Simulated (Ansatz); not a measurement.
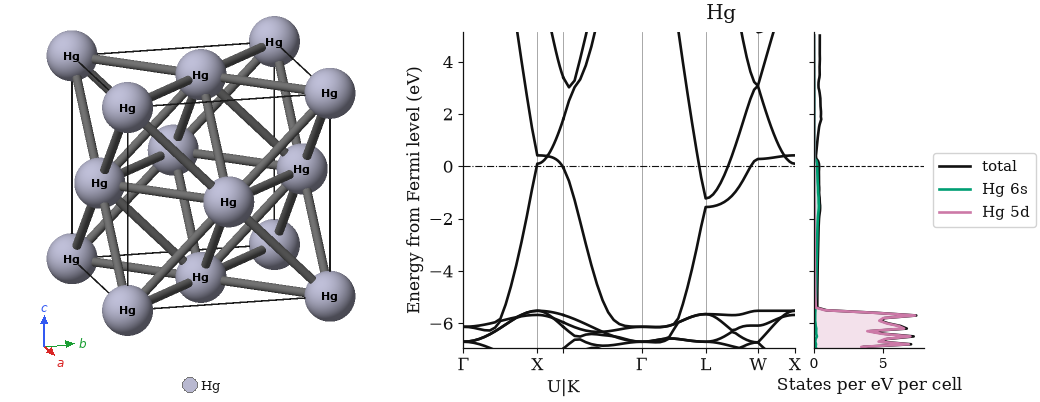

Band structure and density of states, beside the structure. Energies are counted from the Fermi level. The partial curves are projected on Löwdin-orthogonalised atomic shells; they sum to less than the total at higher energies, where shells without a projector contribute.

Calculation on Hg, space group Fm-3m (No. 225), 1 atom in the cell; a = 3.28 Å, b = 3.28 Å, c = 3.28 Å, α = 60.00°, β = 60.00°, γ = 60.00°.

Ansatz 0.2.0; DFT PBE+D3(BJ), scalar-relativistic, plane waves, PAW, no spin polarisation, 16×16×16 k mesh, 420 eV cutoff.

Question: Metal, semiconductor or insulator?

Answer: A metal: 2 bands cross the Fermi level along this path.

Question: Which levels at X lie nearest to the Fermi level?

Answer: At X the nearest levels lie 5.52 eV below and 0.10 eV above the Fermi level.

Question: What is the density of states at the Fermi level?

Answer: The density of states at the Fermi level isn't well fixed here: it changes fast, and within 0.3 eV it runs from 0.16 to 0.37 per eV and cell.

Spin-orbit coupling is left out, which matters for Hg.
